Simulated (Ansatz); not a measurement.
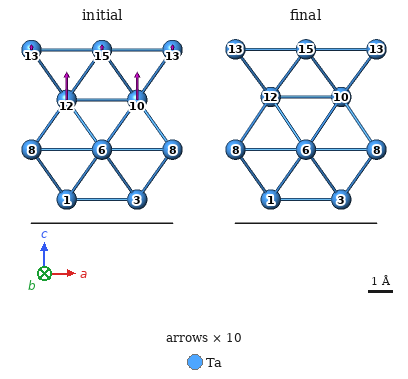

The structure of a slab of composition Ta (cut from the Fm-3m phase) before (left) and after (right) a constrained relaxation, at one scale. The purple arrows give the displacements, 10 times their true length.

The picture is a ball-and-stick view of the cell of the calculation, outlined in the plane, without the vacuum, seen along the b axis.

Case: clean slab, lower planes held. The slab is the (1 0 0) face of Ta. 8 atoms are held fixed.

All numbers below come from DFT PBE, scalar-relativistic, plane waves, PAW (Ansatz). (plane-wave cutoff 420 eV; k-point mesh 3 × 3 × 1; occupations gaussian; smearing width 0.1 eV; no spin polarisation; dipole correction; atoms relaxed in a fixed cell; force threshold 0.03 eV/Å; at most 70 steps)

### Describe what moved and what it gained.

Over 3 accepted moves (4 points after the start) the energy falls by 0.260 eV per cell of the calculation. Largest force component: 1.1 eV/Å at the start, 0.0032 eV/Å at the end. The line search rejected the trial step at point 1 of the run. The largest moves, 0.12 Å, are those of Ta atoms. The cell doesn't change. Near-neighbour distances that change, for instance: Ta–Ta 2.986 → 3.072 Å, Ta–Ta 2.986 → 2.920 Å. The run took 26 s on 4 threads of Intel(R) Xeon(R) 6975P-C (Granite Rapids) (shared host), peak memory 1.5 GiB.
